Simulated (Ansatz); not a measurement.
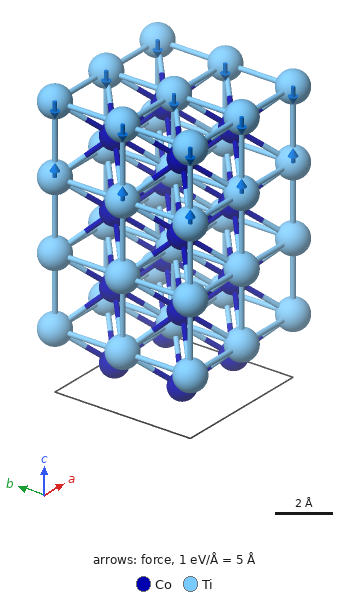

Starting geometry of a slab of composition TiCo with the computed forces as blue arrows. The picture is a ball-and-stick view of the 2 × 2 repeat of the cell, outlined in the plane, without the vacuum, seen from a free direction.

The slab is the (1 0 0) face of TiCo. The run lets the atoms move in a fixed cell, from this start: the (1 0 0) slab of TiCo, cut from the database cell, not relaxed. 4 atoms are held fixed.

Method: Ansatz, Kohn-Sham DFT of a periodic cell, PBE, JTH PAW.

Input
```yaml
crystal:
  lattice:
    - [2.98611099, 0.0, 0.0]
    - [0.0, 2.98611099, 0.0]
    - [0.0, 0.0, 25.451388465]
  atoms:
    - { symbol: Co, position: [0.5, 0.5, 0.2946794046], spin: 2.0 }
    - { symbol: Ti, position: [0.0, 0.0, 0.3533424319], spin: 1.0 }
    - { symbol: Co, position: [0.5, 0.5, 0.4120054591], spin: 2.0 }
    - { symbol: Ti, position: [0.0, 0.0, 0.4706684864], spin: 1.0 }
    - { symbol: Co, position: [0.5, 0.5, 0.5293315136], spin: 2.0 }
    - { symbol: Ti, position: [0.0, 0.0, 0.5879945409], spin: 1.0 }
    - { symbol: Co, position: [0.5, 0.5, 0.6466575681], spin: 2.0 }
    - { symbol: Ti, position: [0.0, 0.0, 0.7053205954], spin: 1.0 }
hamiltonian:
  xc: pbe
  pseudopotentials: { kind: paw, source: jth }
magnetization:
  spin_polarized: true
kpoints:
  mp_grid: { grid: [9, 9, 1] }
scf:
  occupations: { method: fermi_dirac, width: 0.05 }
output:
  forces: true
  eigenvalues: true
relax:
  f_tol: 0.02
  max_steps: 40
  constraints: [{ sites: [0, 1, 2, 3] }]
efield:
  axis: 3
  dipole_correction: true
  ramp_width: 0.04
```

Launched with:
```bash
ansatz run input.yaml --threads 4 --pin off --max-ram 11264MiB --backend cpu --events-out ev --progress --plain --runs-dir out
```

### Is this structure relaxed? If not, where do the atoms go?

It isn't relaxed: the largest force vector, on a Ti atom, is 0.14 eV/Å. The final displacements follow the starting forces only in part (cosine between the two patterns 0.58). The energy falls by 2.4 meV per cell of the calculation in 2 geometry steps. Largest force component: 0.14 eV/Å at the start, 0.018 eV/Å at the end. A Ti atom moves most: 0.039 Å along the normal (−c). Largest moves by element: Ti 0.039 Å, Co 0.018 Å. The cell doesn't change. Among the contacts that change: Ti–Ti 2.986 → 2.953 Å, Co–Ti 2.586 → 2.574 Å, Ti–Ti 2.986 → 2.980 Å. The program noted that the starting moments weren't kept.

Limits of the set-up: only the magnetic order of this start and cell was tried (total moment 4.2 μB per cell).
